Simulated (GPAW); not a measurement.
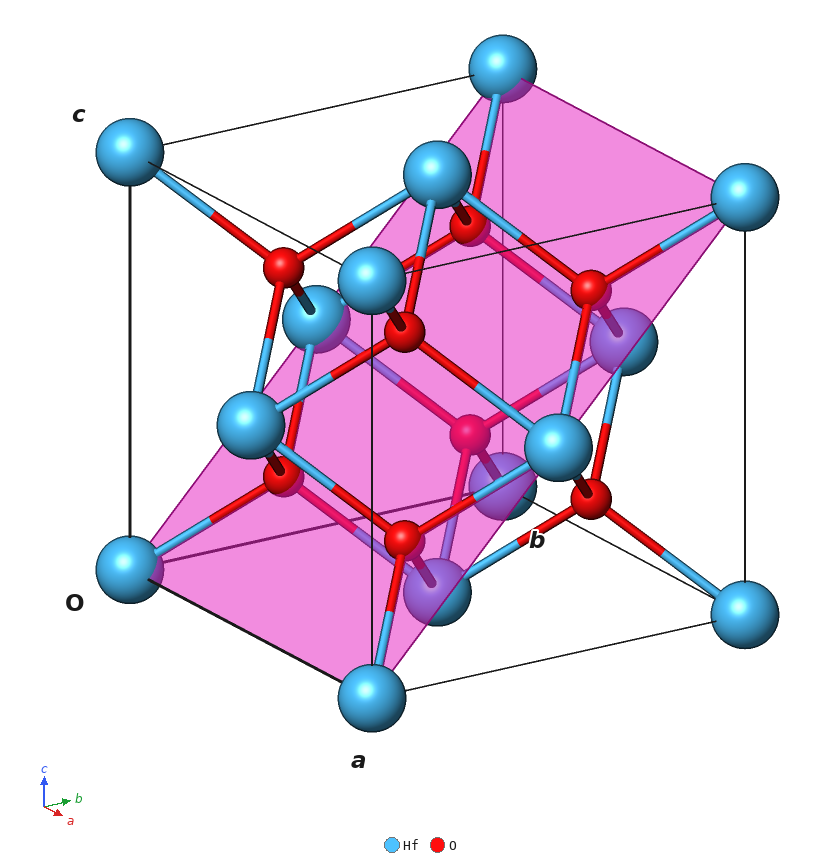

For HfO₂, an entry of the Crystallography Open Database, as set up for an electronic-structure calculation: every member of one family of equally spaced planes, hx + ky + lz = a whole number, that cuts the unit cell is shaded (one member passes through the origin O). Geometry calculated from the standardised cell; symmetry tolerance 0.002 Å.

a = 5.115 Å, b = 5.115 Å, c = 5.115 Å, α = 90.00°, β = 90.00°, γ = 90.00°.

Which (hkl) family is drawn?

Answer. (0 1 −1); the opposite sign names the same planes. The member next to the origin meets the axes a never, b at 1, c at −1.

What is the spacing?

Answer. d = 3.617 Å.

Which atoms of the cell lie in these planes (within 0.03 Å)?

Answer. 2 of the 4 Hf, 4 of the 8 O.
